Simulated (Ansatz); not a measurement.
System: Sn3Se.

Input

```
crystal:
  lattice:
    - [0.0, 3.733138, 3.733138]
    - [3.733138, 0.0, 3.733138]
    - [3.733138, 3.733138, 0.0]
  atoms:
    - { symbol: Sn, position: [0.25, 0.25, 0.25] }
    - { symbol: Sn, position: [0.75, 0.75, 0.75] }
    - { symbol: Sn, position: [0.5, 0.5, 0.5] }
    - { symbol: Se, position: [0.0, 0.0, 0.0] }
basis:
  ecutwfc: 420
kpoints:
  mp_grid: { grid: [10, 10, 10] }
hamiltonian:
  xc: pbesol
scf:
  occupations: { method: gaussian, width: 0.1 }
output:
  forces: true
  stress: true
  eigenvalues: true
  write_density: true
  write_potential: true
  elf: true
  volumetric_format: npy
relax:
  adjacent_minimum: "off"
  f_tol: 0.005
  max_steps: 80
  cell: { stress_tol: 0.05 }
```

Command:

```sh
ansatz run input.yaml --threads 1 --pin off --max-ram 2560MiB --backend cpu --events-out ev --progress --plain --runs-dir out
```

Below, planes, directions and counts refer to the conventional cell (a = 7.32 Å, b = 7.32 Å, c = 7.32 Å, α = 90.00°, β = 90.00°, γ = 90.00°).

The fields are those of the run's last geometry, not of the input's.

Space group Fm-3m; a structure from a database of computed crystals, not necessarily the ambient phase.

Method: DFT PBEsol, scalar-relativistic, plane waves, PAW (Ansatz 0.2.0).

Predict the valence pseudo-density and electron localisation function between the atoms.

Answer. Sn–Se (3.17 Å): ρ at the midpoint is about 0.17 e/Å³; the ELF is about 0.30 at the midpoint.

Does the calculation give a band gap?

Answer. It is gapless in this calculation (a metal or semimetal).

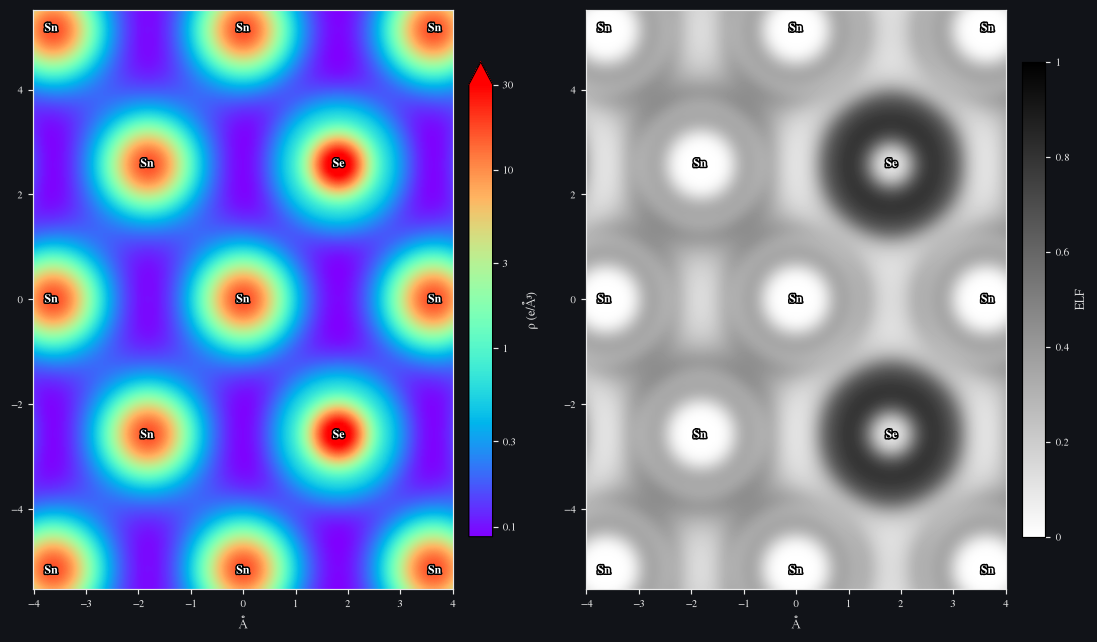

Computed valence pseudo-density and electron localisation function on the (101) plane of the conventional cell, in this order. 
